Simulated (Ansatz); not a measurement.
## Geometry relaxation of C9H (part 3 of 3)

Continued. System: C9H (slab, 10 atoms in the cell). Method: DFT PBE+D3(BJ), scalar-relativistic, plane waves, PAW, no spin polarisation (Ansatz 0.2.0); cutoff 420 eV, 12×12×1 k-mesh, Gaussian smearing of 0.1 eV. The structure derives from a Materials Project entry. The input holds or restrains some coordinates. Forces given for the steps count only the free coordinates. It belongs to a series of runs on one base structure; here: CH put at a bridge C-C site.

Geometry of the input (Å; fractional positions):
```
2.4655  0.0000  0.0000
-1.2328  2.1341  0.0000
0.0000  0.0000  30.2985
C  0.0833  0.1666  0.2805
C  0.4167  0.8334  0.2805
C  0.5833  0.1666  0.3927
C  0.9167  0.8334  0.3927
C  0.0833  0.1666  0.5049
C  0.4167  0.8334  0.5049
C  0.5833  0.1666  0.6171
C  0.9167  0.8334  0.6171
C  0.7500  1.0000  0.6620
H  0.7500  1.0000  0.6983
```

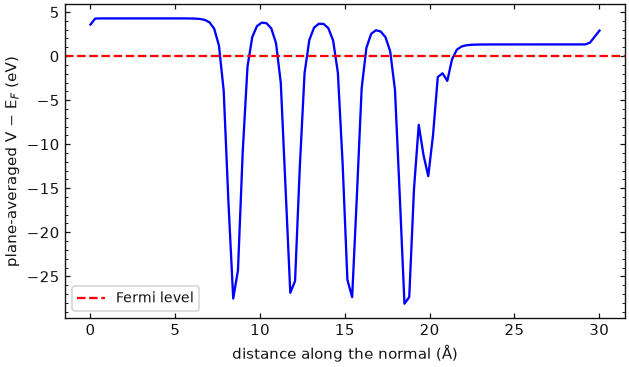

*Plane average of the electrostatic potential energy of an electron across the cell, from the Fermi level.*

The vacuum level lies 1.33 eV above the Fermi level on the upper side and 4.28 eV on the lower.

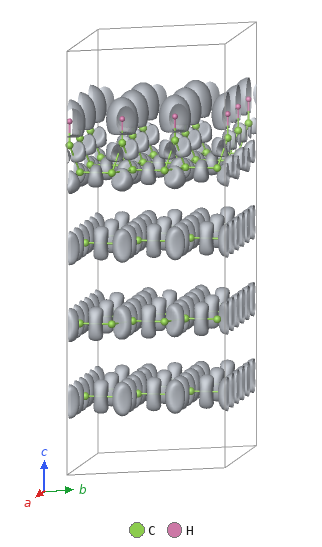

*Isosurface of the ELF at 0.75 (grey), seen slightly off an axis. Only the valence region is drawn (cores and ρ < 0.01 e/Å³ removed). Sticks mark near contacts.*

Values along the shortest contacts: C–H (1.07 Å): the ELF climbs to about 1 towards the hydrogen, as it does in any bond to H (a covalent bond by its length). C–C (1.41 Å): the ELF peaks at about 0.85 between the atoms, which marks a shared electron pair. Core electrons are frozen (PAW), so the fields are smoothed inside the atomic spheres.

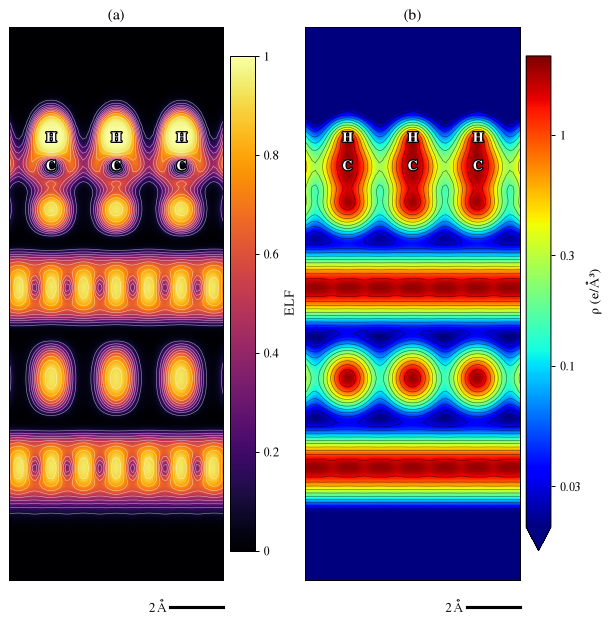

*(a) ELF; (b) valence pseudo-density on the (11̄0) plane of the calculation cell, a cut from vacuum to vacuum.*

The section cuts through C and H sites. C–H (1.07 Å): the density is about 2 e/Å³ at the midpoint; the ELF climbs to about 1 towards the hydrogen; a covalent bond by its length. The density dies away to nearly zero in the vacuum.

**Summary**

- outcome: converged under the restraints of the input
- electrons treated: 37
- free energy: −2270.1206 eV
- work function, top face: 1.33 eV
- work function, bottom face: 4.28 eV
- Fermi energy: 2.445 eV
- gap on the k-point mesh: none (metallic)
- final volume: 159.43 Å³
- work function (upper face): 1.33 eV
- largest force (length of the vector) at the end, held atoms and coordinates included: 0.029 eV/Å
- hardware: 2 threads of Intel Xeon @ 2.50GHz (Skylake/Cascade Lake), 32 GiB of memory available, shared host
- wall time: 1.7 min (CPU time 3.4 min)
- peak memory: 0.64 GiB

**Notes**

Notes on the run: the exchange-correlation potential is rough where the density is thin.
